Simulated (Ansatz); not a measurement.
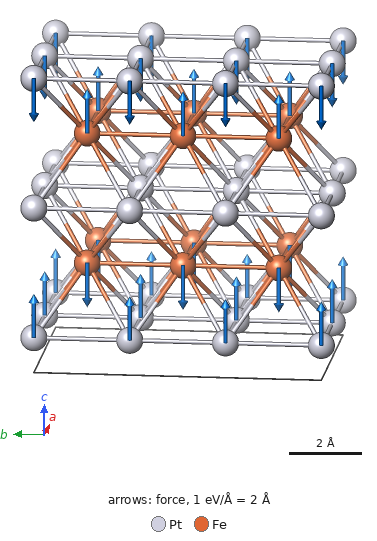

Starting geometry of a slab of composition Fe2Pt3 (cut from the P4/mmm phase) with the computed forces as blue arrows. The picture is a ball-and-stick view of the 2 × 3 repeat of the cell, outlined in the plane, without the vacuum, seen from a free direction.

Case: (0 0 1) slab, atoms relaxed. The slab is the (0 0 1) face of FePt.

Level of theory: DFT PBEsol, scalar-relativistic, plane waves, PAW (Ansatz 0.2.0). Set-up: plane-wave cutoff 420 eV; k-point mesh 13 × 13 × 1; occupations gaussian; smearing width 0.1 eV; collinear spin; dipole correction; atoms relaxed in a fixed cell; force threshold 0.02 eV/Å; at most 60 steps.

Is this structure relaxed? If not, where do the atoms go?

Answer. It isn't relaxed: the largest force vector, on Fe atoms, is 0.64 eV/Å. The final displacements follow the starting forces only in part (cosine between the two patterns 0.76). The largest moves relative to the layer's centre, 0.097 Å, are those of Pt atoms. By element the largest moves are Pt 0.097 Å, Fe 0.009 Å. The cell stays as it was. Some distances before and after: Fe–Pt 2.658 → 2.585 Å, Fe–Pt 2.658 → 2.664 Å. Over 3 geometry steps the energy falls by 70.5 meV per cell of the calculation. Largest force component: 0.64 eV/Å at the start, 0.00023 eV/Å at the end.
